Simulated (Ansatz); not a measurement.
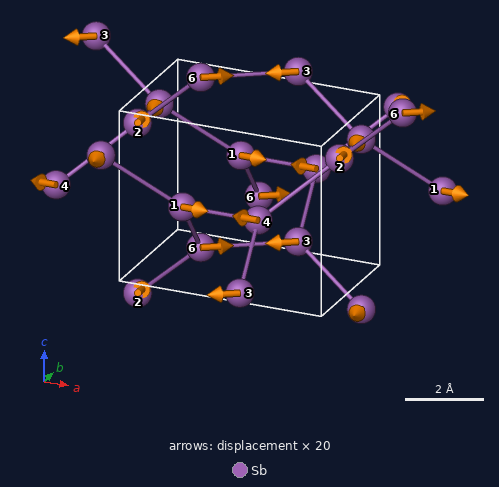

This is a relaxation of a crystal of Sb (a generated structure, set up in P6_422) (coarse preliminary run). The starting structure is drawn; orange arrows show the displacements (the part carried along by the change of the cell is left out), magnified 20 times.

Style: ball-and-stick. Shown: the cell of the calculation, slightly off an axis.

Level of theory: DFT PBE, scalar-relativistic, plane waves, PAW in Ansatz. Settings: plane-wave cutoff 420 eV; k-point mesh 3 × 3 × 4; occupations gaussian; smearing width 0.1 eV; no spin polarisation; cell and atoms relaxed; force threshold 0.04 eV/Å; at most 70 steps.

> Describe the change and its energy.

After 11 accepted moves (14 points after the start) the energy has fallen by 2.934 eV per cell of the calculation. The largest force component goes from 0.017 to 0.0015 eV/Å. The pressure goes from 11.67 to 0.03 GPa. The line search rejected the trial step at point 9 of the run. At 2 points the geometry stayed and the basis and grid were re-selected for the new cell (energy shift of 0.139 eV per cell of the calculation at most each time). The largest moves relative to the cell, 0.046 Å, are those of Sb atoms. The volume changes by +10.5 %, with a = b 7.088 → 8.538 Å (+20.5 %), c 4.498 → 3.425 Å (−23.8 %). Near-neighbour distances that change, for instance: Sb–Sb 2.654 → 3.105 Å, Sb–Sb 2.676 → 2.947 Å. Among the angles between lasting bonds that change: Sb–Sb–Sb 131.1° → 125.1°, Sb–Sb–Sb 114.5° → 117.4°. The space group stays P6_422 (No. 181). Cost: 5.2 min on 1 thread of Intel(R) Xeon(R) Processor @ 2.50GHz (Skylake/Cascade Lake), on a shared host, peak memory 0.45 GiB.
